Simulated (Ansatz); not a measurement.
System: C.

Input file:

```
crystal:
  lattice:
    - [-2.4708819221, 2.4708819221, 2.0959560462]
    - [2.4708819221, -2.4708819221, 2.0959560462]
    - [2.4708819221, 2.4708819221, -2.0959560462]
  atoms:
    - { symbol: C, position: [0.5357393827, 0.0357393827, 0.2005409329] }
    - { symbol: C, position: [0.8351984497, 0.3351984497, 0.7994590671] }
    - { symbol: C, position: [0.0357393827, 0.8351984497, 0.5] }
    - { symbol: C, position: [0.3351984497, 0.5357393827, 0.5] }
    - { symbol: C, position: [0.6648015503, 0.4642606173, 0.5] }
    - { symbol: C, position: [0.9642606173, 0.1648015503, 0.5] }
    - { symbol: C, position: [0.1648015503, 0.6648015503, 0.2005409329] }
    - { symbol: C, position: [0.4642606173, 0.9642606173, 0.7994590671] }
basis:
  ecutwfc: 420
kpoints:
  mp_grid: { grid: [8, 8, 8] }
hamiltonian:
  xc: pbe
scf:
  occupations: { method: gaussian, width: 0.02 }
output:
  forces: true
  stress: true
  eigenvalues: true
  write_density: true
  write_potential: true
  elf: true
  volumetric_format: npy
relax:
  adjacent_minimum: "off"
  f_tol: 0.01
  max_steps: 80
  cell: { stress_tol: 0.05 }
```

Run with:

```sh
ansatz run input.yaml --threads 1 --pin off --max-ram 2560MiB --backend cpu --events-out ev --progress --plain --runs-dir out
```

Below, planes, directions and counts refer to the conventional cell (a = 4.94 Å, b = 4.94 Å, c = 4.19 Å, α = 90.00°, β = 90.00°, γ = 90.00°).

The fields are those of the relaxed geometry.

Space group I4/mcm; a structure generated by program, which may or may not match a known phase.

Computed with DFT PBE, scalar-relativistic, plane waves, PAW (Ansatz).

Q: What will maps of the valence pseudo-density and electron localisation function show?

A: C–C (1.58 Å): the density is about 1.5 e/Å³ at the midpoint; the ELF peaks at about 0.95 between the atoms (localised, covalent bonding).

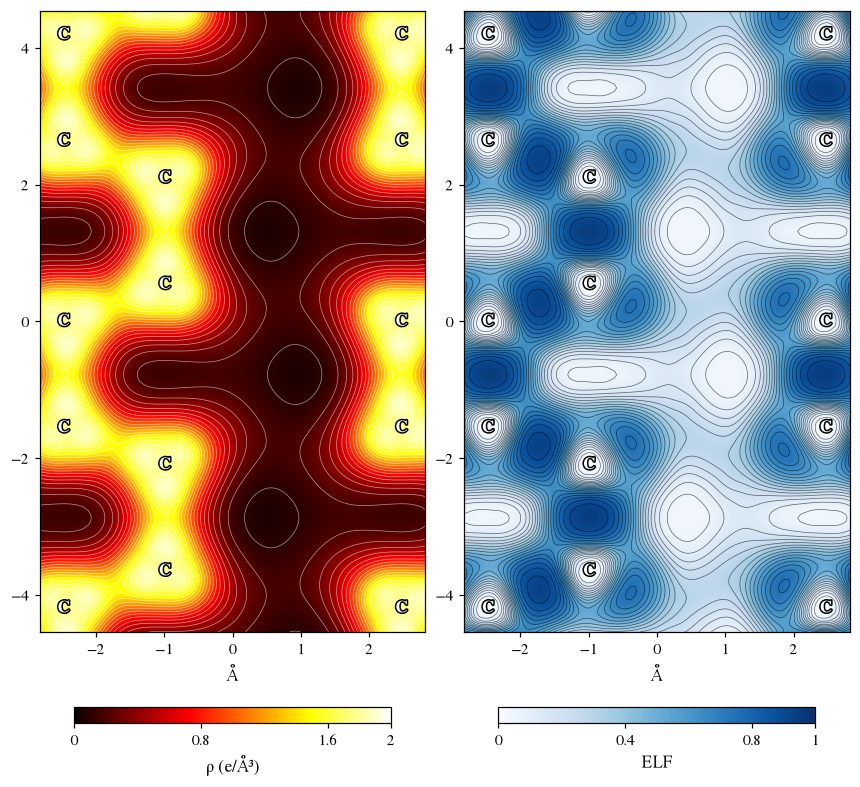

Computed valence pseudo-density and electron localisation function on the (100) plane of the conventional cell, in this order. 

In a PAW calculation such maps are meaningful between the atoms, not at the nuclei.
